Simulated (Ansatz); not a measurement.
Input of the run:

```
crystal:
  lattice:
    - [1.5855007458, 0.9153892824, 6.115]
    - [-1.5855007458, 0.9153892824, 6.115]
    - [0.0, -1.8307785648, 6.115]
  atoms:
    - { symbol: Mo, position: [0.0, 0.0, 0.0] }
    - { symbol: S, position: [0.75, 0.75, 0.75] }
    - { symbol: S, position: [0.25, 0.25, 0.25] }
kpoints:
  mp_grid: { grid: [13, 13, 13] }
  band_path:
    path:
      - [0.0, 0.0, 0.0]
      - [0.5, 0.5, 0.5]
      - [0.8183941291, 0.1816058709, 0.5]
      - [0.5, -0.1816058709, 0.1816058709]
      - [0.5, 0.0, 0.0]
      - [0.0, 0.0, 0.0]
      - [0.3408029355, -0.3408029355, 0.0]
      - [0.6591970645, 0.0, 0.3408029355]
      - [0.5, 0.0, 0.5]
    npoints: 8
scf:
  occupations: { method: fermi_dirac, width: 0.08 }
hamiltonian:
  xc: pbe
  pseudopotentials: { kind: paw }
output:
  forces: true
  stress: true
  eigenvalues: true
  efg: { contact_densities: true }
  populations: true
  bader: true
  dos: { projected: true, de: 0.2, e_range: [-14, 8] }
```

What does the calculation give for the electronic structure? The path is Γ–T–H2–H0–L–Γ–S0–S2–F.

A metal: 3 bands cross the Fermi level along this path. The last band that the electron count would fill rises to 0.52 eV above the Fermi level between H0 and L, leaving holes there, and the next band dips to 0.33 eV below it at T, holding electrons: an overlap of 0.85 eV. At H0 the nearest levels lie 3.36 eV below and 0.34 eV above the Fermi level.

The atoms aren't at rest in this cell (largest force 1.0 eV/Å), so the relaxed material can differ. The cell is at 8 GPa in this functional.

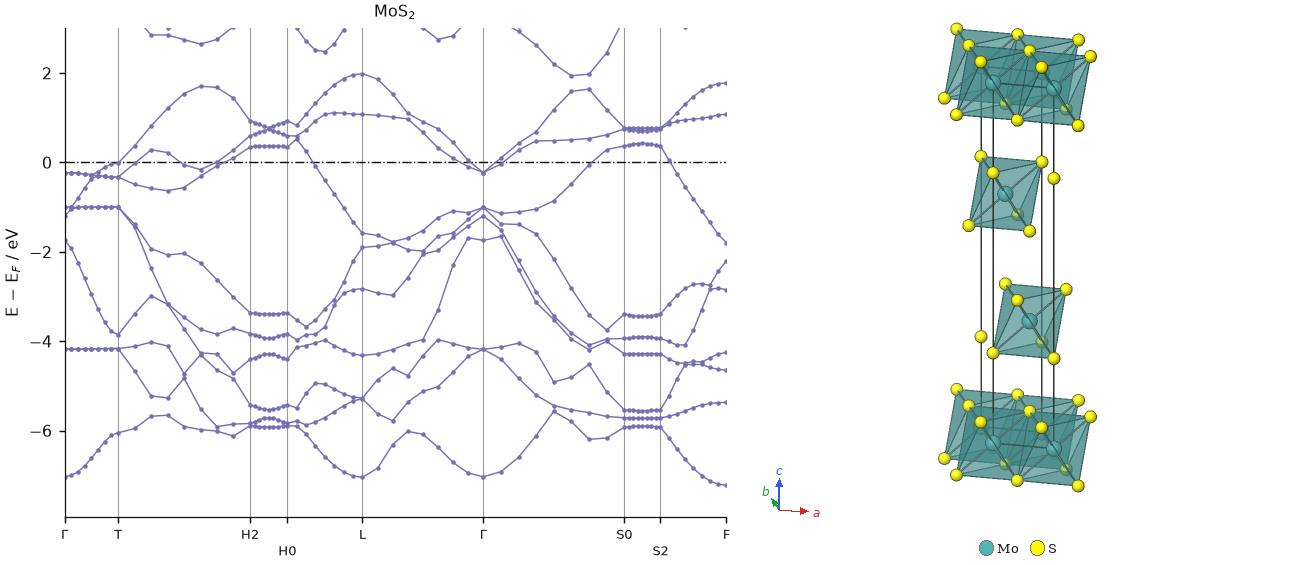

Band structure, beside the structure. Energies are counted from the Fermi level. The path runs straight from each named point to the next.
